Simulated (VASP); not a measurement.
## Geometry relaxation of Te (part 2 of 3)

Continued. System: Te (P3₁21, 3 atoms in the cell). Method: Kohn-Sham DFT of a periodic cell, PBEsol, VASP PAW PBE potentials, recommended, no spin polarisation (VASP 6.6.1); cutoff 600 eV, 9×9×6 k-mesh, Gaussian smearing of 0.03 eV. The structure derives from an entry of the Crystallography Open Database.

Geometry of the input (Å; fractional positions):
```
4.4540  0.0000  0.0000
-2.2270  3.8573  0.0000
0.0000  0.0000  5.9240
Te 0.2690  0.0000  0.3333
Te -0.0000  0.2690  0.6667
Te 0.7310  0.7310  0.0000
```

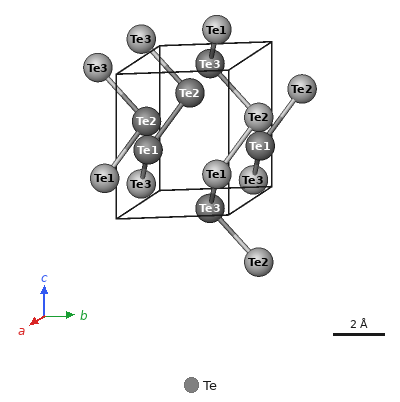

**Figure 1.** The input geometry (ball-and-stick view of the cell of the calculation, seen slightly off an axis; neighbours outside the cell are drawn fainter; atoms are numbered from 1 in the order of the input).

## Parts of OUTCAR, continued
```
 Following reciprocal coordinates:
            Coordinates               Weight
  0.000000  0.000000  0.000000      1.000000
  0.111111  0.000000  0.000000      6.000000
  0.222222 -0.000000  0.000000      6.000000
  0.333333  0.000000  0.000000      6.000000
  0.444444 -0.000000  0.000000      6.000000
  0.111111  0.111111  0.000000      6.000000
  0.222222  0.111111  0.000000     12.000000
  0.333333  0.111111  0.000000     12.000000
  0.444444  0.111111  0.000000      6.000000
  0.222222  0.222222  0.000000      6.000000
  0.333333  0.222222  0.000000     12.000000
  0.333333  0.333333  0.000000      2.000000
  0.000000  0.000000  0.166667      2.000000
  0.111111  0.000000  0.166667      6.000000
  0.000000  0.111111  0.166667      6.000000
  0.222222 -0.000000  0.166667      6.000000
  0.000000  0.222222  0.166667      6.000000
  0.333333  0.000000  0.166667      6.000000
  0.000000  0.333333  0.166667      6.000000
  0.444444 -0.000000  0.166667      6.000000
  0.000000  0.444444  0.166667      6.000000
  0.111111  0.111111  0.166667     12.000000
  0.222222  0.111111  0.166667     12.000000
 -0.111111  0.333333  0.166667     12.000000
 [... further k-points ...]
   k-points           NKPTS =     62   k-points in BZ     NKDIM =     62   number of bands    NBANDS=     13
   number of dos      NEDOS =    301   number of ions     NIONS =      3
   total plane-waves  NPLWV =  62208
   dimension x,y,z NGX =    36 NGY =   36 NGZ =   48
   dimension x,y,z NGXF=    72 NGYF=   72 NGZF=   96
   ions per type =               3
   NGX,Y,Z   is equivalent  to a cutoff of  13.44, 13.44, 13.47 a.u.
   NGXF,Y,Z  is equivalent  to a cutoff of  26.87, 26.87, 26.94 a.u.
 SYSTEM =  Te
   PREC   = accura    normal or accurate (medium, high low for compatibility)
   ISTART =      0    job   : 0-new  1-cont  2-samecut
   ICHARG =      2    charge: 1-file 2-atom 10-const
   ISPIN  =      1    spin polarized calculation?
   LNONCOLLINEAR =      F non collinear calculations
   LSORBIT =      F    spin-orbit coupling
   LASPH  =      T    aspherical Exc in radial PAW
   ENCUT  =  600.0 eV  44.10 Ry    6.64 a.u.   8.90  8.90 11.83*2*pi/ulx,y,z
   NELM   =     80;   NELMIN=  2; NELMDL= -5     # of ELM steps
   EDIFF  = 0.1E-05   stopping-criterion for ELM
   LREAL  =      F    real-space projection
   EDIFFG = -.1E-01   stopping-criterion for IOM
   NSW    =     90    number of steps for IOM
   IBRION =      2    ionic relax: 0-MD 1-quasi-New 2-CG
   NFREE  =      1    steps in history (QN), initial steepest desc. (CG)
   ISIF   =      3    stress and relaxation
   ISYM   =      2    0-nonsym 1-usesym 2-fastsym
   POTIM  = 0.5000    time-step for ionic-motion
   TEBEG  =    0.0;   TEEND  =   0.0 temperature during run
   PSTRESS=    0.0 pullay stress
   NELECT =      18.0000    total number of electrons
   NUPDOWN=      -1.0000    fix difference up-down
   EMIN   =  10.00;   EMAX   =-10.00  energy-range for DOS
   EFERMI =   0.00;   METHOD = LEGACY
   ISMEAR =     0;   SIGMA  =   0.03  broadening in eV -4-tet -1-fermi 0-gaus
   EFERMI_NEDOS =   21; number of points for ismear=-14 and -15
   IALGO  =     38    algorithm
   IMIX   =      4    mixing-type and parameters
     AMIX     =   0.40;   BMIX     =  1.00
     AMIX_MAG =   1.60;   BMIX_MAG =  1.00
  volume/ion in A,a.u.               =      33.93       228.94
  Fermi-wavevector in a.u.,A,eV,Ry     =   0.918933  1.736531 11.489263  0.844437
  Thomas-Fermi vector in A             =   2.044070
   LORBIT       =      0    0 simple, 1 ext, 2 COOP (PROOUT), +10 PAW based schemes
   GGA     = PS    functional components
   LHFCALC =     F    Hartree Fock is set to
   AEXX    =    0.0000 exact exchange contribution
   IVDW    =     0    specifies the selected vdW correction
   LEPSILON=     F    determine dielectric tensor
   LRPA    =     F    only Hartree local field effects (RPA)
 conjugate gradient relaxation of ions
 non-spin polarized calculation
 Gauss-broadening in eV      SIGMA  =   0.03
  energy-cutoff  :      600.00
  volume of cell :      101.78
 maximum number of plane-waves:      3426
   NGX = 17   NGY = 17   NGZ = 23

--------------------------------------- Ionic step        1  -------------------------------------------

 number of electron      17.9999999 magnetization

 Free energy of the ion-electron system (eV)
  ---------------------------------------------------
  ext. energy  EPLUGINS =         0.00000000
  ---------------------------------------------------
  free energy    TOTEN  =       -10.54679729 eV

  energy without entropy =      -10.54679562  energy(sigma->0) =      -10.54679645

------------------------ aborting loop because EDIFF is reached ----------------------------------------

  FORCE on cell =-STRESS in cart. coord.  units (eV):
  Direction    XX          YY          ZZ          XY          YZ          ZX
  --------------------------------------------------------------------------------------
  -------------------------------------------------------------------------------------
  Total       -0.6214322     -0.6214322     -0.4279612      0.0000000      0.0000000      0.0000000
  in kB       -9.7826893     -9.7826893     -6.7370358      0.0000000      0.0000000      0.0000000
  external PRESSURE =      -8.7674715 kB  Pullay stress =       0.0000000 kB

 VOLUME and BASIS-vectors are now :
 -----------------------------------------------------------------------------
  energy-cutoff  :      600.00
  volume of cell :      101.78
      direct lattice vectors                 reciprocal lattice vectors
     4.454000000  0.000000000  0.000000000     0.224517288  0.129625117  0.000000000
    -2.227000000  3.857277149  0.000000000     0.000000000  0.259250233  0.000000000
     0.000000000  0.000000000  5.924000000     0.000000000  0.000000000  0.168804862

 POSITION                                       TOTAL-FORCE (eV/Angst)
 -----------------------------------------------------------------------------------
      1.19813      0.00000      1.97467         0.128367     -0.000000     -0.000000
     -0.59906      1.03761      3.94933        -0.064183      0.111169      0.000000
      1.62794      2.81967      0.00000        -0.064183     -0.111169     -0.000000
 -----------------------------------------------------------------------------------
    total drift:                               -0.000000     -0.000000      0.000000

  FREE ENERGIE OF THE ION-ELECTRON SYSTEM (eV)
  ---------------------------------------------------
  free  energy   TOTEN  =       -10.5467972874 eV

  energy  without entropy=      -10.5467956175  energy(sigma->0) =      -10.54679645

--------------------------------------- Ionic step        2  -------------------------------------------

 number of electron      17.9999999 magnetization

------------------------ aborting loop because EDIFF is reached ----------------------------------------

  FORCE on cell =-STRESS in cart. coord.  units (eV):
  Direction    XX          YY          ZZ          XY          YZ          ZX
  --------------------------------------------------------------------------------------
  -------------------------------------------------------------------------------------
  Total        0.0093766      0.0093766      0.5026585     -0.0000000      0.0000000      0.0000000
  in kB        0.1516469      0.1516469      8.1294328     -0.0000000      0.0000000      0.0000000
  external PRESSURE =       2.8109089 kB  Pullay stress =       0.0000000 kB

 VOLUME and BASIS-vectors are now :
 -----------------------------------------------------------------------------
  energy-cutoff  :      600.00
  volume of cell :       99.07
      direct lattice vectors                 reciprocal lattice vectors
     4.409490375 -0.000000000  0.000000000     0.226783577  0.130933559 -0.000000000
    -2.204745187  3.818730682 -0.000000000     0.000000000  0.261867118 -0.000000000
     0.000000000  0.000000000  5.883231065    -0.000000000  0.000000000  0.169974626

 POSITION                                       TOTAL-FORCE (eV/Angst)
 -----------------------------------------------------------------------------------
     -1.01246      3.81873      1.96108         0.231939     -0.000000      0.000000
     -0.59614      1.03255      3.92215        -0.115969      0.200865     -0.000000
      1.60860      2.78618      5.88323        -0.115969     -0.200865     -0.000000
 -----------------------------------------------------------------------------------
    total drift:                                0.000000     -0.000000      0.000000

  FREE ENERGIE OF THE ION-ELECTRON SYSTEM (eV)
  ---------------------------------------------------
  free  energy   TOTEN  =       -10.5561290360 eV

  energy  without entropy=      -10.5561244250  energy(sigma->0) =      -10.55612673

--------------------------------------- Ionic step        3  -------------------------------------------

 number of electron      17.9999999 magnetization

------------------------ aborting loop because EDIFF is reached ----------------------------------------

  FORCE on cell =-STRESS in cart. coord.  units (eV):
  Direction    XX          YY          ZZ          XY          YZ          ZX
  --------------------------------------------------------------------------------------
  -------------------------------------------------------------------------------------
  Total        0.0364014      0.0364014      0.5401334      0.0000000     -0.0000000      0.0000000
  in kB        0.5893069      0.5893069      8.7442972      0.0000000     -0.0000000      0.0000000
  external PRESSURE =       3.3076370 kB  Pullay stress =       0.0000000 kB

 VOLUME and BASIS-vectors are now :
 -----------------------------------------------------------------------------
  energy-cutoff  :      600.00
  volume of cell :       98.97
      direct lattice vectors                 reciprocal lattice vectors
     4.407840564 -0.000000000  0.000000000     0.226868460  0.130982566 -0.000000000
    -2.203920282  3.817301904 -0.000000000     0.000000000  0.261965133 -0.000000000
     0.000000000  0.000000000  5.881719908    -0.000000000  0.000000000  0.170018297

 POSITION                                       TOTAL-FORCE (eV/Angst)
 -----------------------------------------------------------------------------------
      1.19207     -0.00000      1.96057         0.235715      0.000000      0.000000
     -0.59603      1.03236      3.92115        -0.117858      0.204135     -0.000000
      1.60789      2.78494      0.00000        -0.117858     -0.204135     -0.000000
 -----------------------------------------------------------------------------------
    total drift:                                0.000000     -0.000000      0.000000

  FREE ENERGIE OF THE ION-ELECTRON SYSTEM (eV)
  ---------------------------------------------------
  free  energy   TOTEN  =       -10.5561398594 eV

  energy  without entropy=      -10.5561350429  energy(sigma->0) =      -10.55613745

--------------------------------------- Ionic step        4  -------------------------------------------

 number of electron      17.9999999 magnetization

------------------------ aborting loop because EDIFF is reached ----------------------------------------

  FORCE on cell =-STRESS in cart. coord.  units (eV):
  Direction    XX          YY          ZZ          XY          YZ          ZX
  --------------------------------------------------------------------------------------
  -------------------------------------------------------------------------------------
  Total        0.0479896      0.0479896      0.4443929      0.0000000      0.0000000     -0.0000000
  in kB        0.7830184      0.7830184      7.2509056      0.0000000      0.0000000     -0.0000000
  external PRESSURE =       2.9389808 kB  Pullay stress =       0.0000000 kB

 VOLUME and BASIS-vectors are now :
 -----------------------------------------------------------------------------
  energy-cutoff  :      600.00
  volume of cell :       98.19
      direct lattice vectors                 reciprocal lattice vectors
     4.384004609 -0.000000000  0.000000000     0.228101950  0.131694722 -0.000000000
    -2.192002304  3.796659362 -0.000000000     0.000000000  0.263389444 -0.000000000
     0.000000000  0.000000000  5.899467151    -0.000000000  0.000000000  0.169506834

 POSITION                                       TOTAL-FORCE (eV/Angst)
 -----------------------------------------------------------------------------------
      1.19845     -0.00000      1.96649         0.186622     -0.000000      0.000000
     -0.59923      1.03789      3.93298        -0.093311      0.161619     -0.000000
      1.59278      2.75877      0.00000        -0.093311     -0.161619     -0.000000
 -----------------------------------------------------------------------------------
    total drift:                                0.000000     -0.000000      0.000000

  FREE ENERGIE OF THE ION-ELECTRON SYSTEM (eV)
  ---------------------------------------------------
  free  energy   TOTEN  =       -10.5653092093 eV

  energy  without entropy=      -10.5652755034  energy(sigma->0) =      -10.56529236

--------------------------------------- Ionic step        5  -------------------------------------------

 number of electron      17.9999999 magnetization

------------------------ aborting loop because EDIFF is reached ----------------------------------------

  FORCE on cell =-STRESS in cart. coord.  units (eV):
  Direction    XX          YY          ZZ          XY          YZ          ZX
  --------------------------------------------------------------------------------------
  -------------------------------------------------------------------------------------
  Total        0.1838841      0.1838841      0.2795887     -0.0000000      0.0000000      0.0000000
  in kB        3.0729241      3.0729241      4.6722638     -0.0000000      0.0000000      0.0000000
  external PRESSURE =       3.6060373 kB  Pullay stress =       0.0000000 kB

 VOLUME and BASIS-vectors are now :
```
